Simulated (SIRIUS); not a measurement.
# TaS$_{2}$: 7 runs along one coordinate

System: TaS$_{2}$ (P-3m1, 3 atoms in the cell).
Method: Kohn-Sham DFT of a periodic cell, PBE, dojo-sr-pbe-0.4.1-standard, no spin polarisation (SIRIUS 7.10.0).

The 7 runs differ only in the geometry, by an even scaling of the cell at fixed fractional positions. The structure derives from an entry of the Crystallography Open Database.

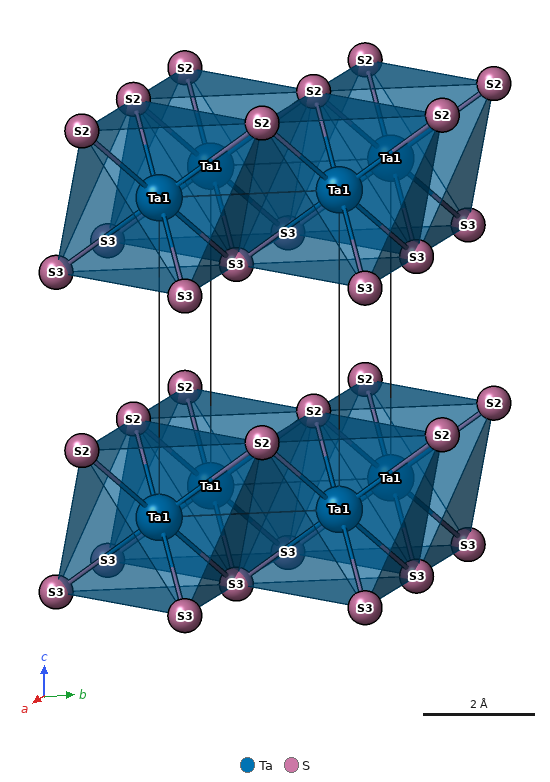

Figure 1. The structure of run 4 (polyhedral view of the cell of the calculation, seen slightly off an axis; polyhedra are completed across the faces of the cell; atoms are numbered from 1 in the order of the input). An atom can appear more than once, as a periodic image.

**Input of run 4**
```
{
  "control": {
    "processing_unit": "cpu",
    "verbosity": 2,
    "num_bands_to_print": 20,
    "print_forces": true,
    "print_stress": true
  },
  "parameters": {
    "electronic_structure_method": "pseudopotential",
    "xc_functionals": ["XC_GGA_X_PBE", "XC_GGA_C_PBE"],
    "gk_cutoff": 7.7,
    "pw_cutoff": 15.4,
    "ngridk": [9, 9, 5],
    "shiftk": [0, 0, 0],
    "smearing": "fermi_dirac",
    "smearing_width": 0.0018374661,
    "num_bands": 20,
    "num_mag_dims": 0,
    "num_dft_iter": 100,
    "energy_tol": 1e-08,
    "density_tol": 1e-06
  },
  "iterative_solver": {
    "type": "davidson",
    "min_tolerance": 1e-09,
    "tolerance_scale": [0.1, 0.25]
  },
  "mixer": {
    "type": "anderson",
    "beta": 0.7,
    "max_history": 8
  },
  "settings": {
    "tol_ne": 1e-10,
    "pseudo_grid_cutoff": 6.5
  },
  "unit_cell": {
    "lattice_vectors": [
      [1.0, 0.0, 0.0],
      [-0.5, 0.866025402258, 0.0],
      [0.0, 0.0, 1.749252624193]
    ],
    "lattice_vectors_scale": 6.3305851631,
    "atom_coordinate_units": "lattice",
    "atom_types": ["Ta", "S"],
    "atom_files": {
      "Ta": "Ta.json",
      "S": "S.json"
    },
    "atoms": {
      "Ta": [
        [0.0, 0.0, 0.0]
      ],
      "S": [
        [0.3333333333, 0.6666666667, 0.25],
        [0.6666666667, 0.3333333333, 0.75]
      ]
    }
  }
}
```

Command:
```bash
upf_to_json Ta.upf
upf_to_json S.upf
OMP_NUM_THREADS=1 sirius.scf --input=sirius.json --output=out.json --task=0
```

Lattice vectors (Å) and fractional positions of run 4:
```
   3.350001    0.000000    0.000000
  -1.675001    2.901186    0.000000
   0.000000    0.000000    5.859999
Ta  0.000000  0.000000  0.000000
S   0.333333  0.666667  0.250000
S   0.666667  0.333333  0.750000
```

Run 3 has the same physical settings and fractional positions; its lattice vectors (Å) are:
```
   3.327517    0.000000    0.000000
  -1.663759    2.881715    0.000000
   0.000000    0.000000    5.820669
```

**Results, with one run withheld**

```tsv
run	volume per atom (Å³)	free energy per atom, from the lowest run given (meV)	pressure (GPa)
1	17.845	135.36	20.10
2	18.225	92.59	16.05
3	18.605	?	?
4	18.984	33.63	9.05
5	19.364	15.81	6.03
6	19.744	4.82	3.29
7	20.123	0.00	0.80
```

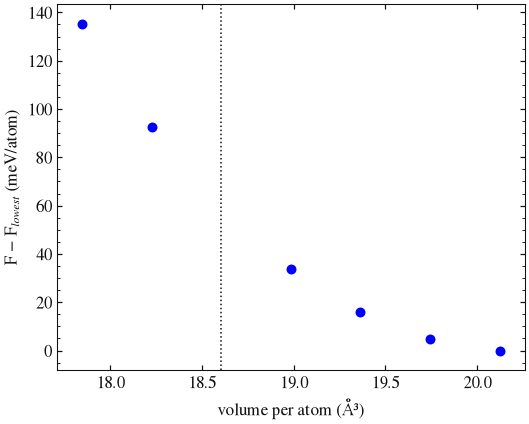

Figure 2. Free energy per atom of the runs given; the dotted line marks run 3.

What should run 3 give?

A cubic polynomial in V^(−2/3) (the Birch–Murnaghan form), fitted to the 6 runs given, misses them by at most 0.02 meV per atom. With x = V^(−2/3) − 0.14035 Å⁻², it reads F = 31.717 + 11124 x + 9.6729e+05 x² + 2.7097e+05 x³ (meV per atom). At run 3 it gives 58.94 meV per atom, and the run itself gives 58.96. The slope of the fit gives a pressure −dF/dV of 12.38 GPa there, and the run prints 12.38 GPa. The fit has no minimum inside this range.

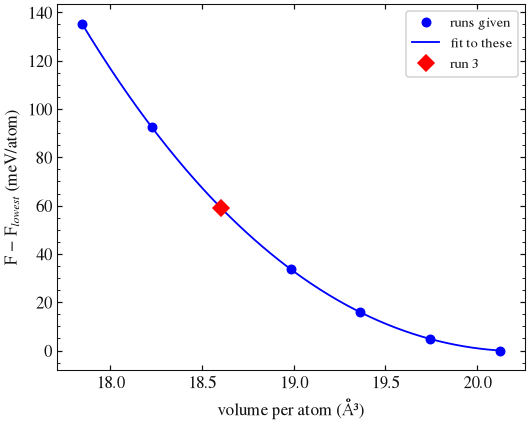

Figure 3. The fit and the withheld run.

**Some lines of the output (run 3)**
```
[...]
[find] Free energy (E-TS)             :     -87.28382665 (Ha),    -174.56765329 (Ry)
[find] Efermi                         :       0.40283805
[find] Total energy                   :     -87.28328594 (Ha),    -174.56657188 (Ry)
[find] Free energy (E-TS)             :     -87.28382694 (Ha),    -174.56765387 (Ry)
[find] Efermi                         :       0.40282020
[find] Total energy                   :     -87.28328597 (Ha),    -174.56657194 (Ry)
[find] Free energy (E-TS)             :     -87.28382698 (Ha),    -174.56765397 (Ry)
[find] Efermi                         :       0.40282039
[find] Total energy                   :     -87.28328596 (Ha),    -174.56657192 (Ry)
[find] Free energy (E-TS)             :     -87.28382700 (Ha),    -174.56765399 (Ry)
[find] Efermi                         :       0.40281882
[find] Total energy                   :     -87.28328596 (Ha),    -174.56657193 (Ry)
[find] Free energy (E-TS)             :     -87.28382700 (Ha),    -174.56765400 (Ry)
[find] Efermi                         :       0.40281839
```

Notes: Spin–orbit coupling is left out, which matters for Ta. The cell holds an odd number of electrons but the run has no spin polarisation, so a band is left half filled.
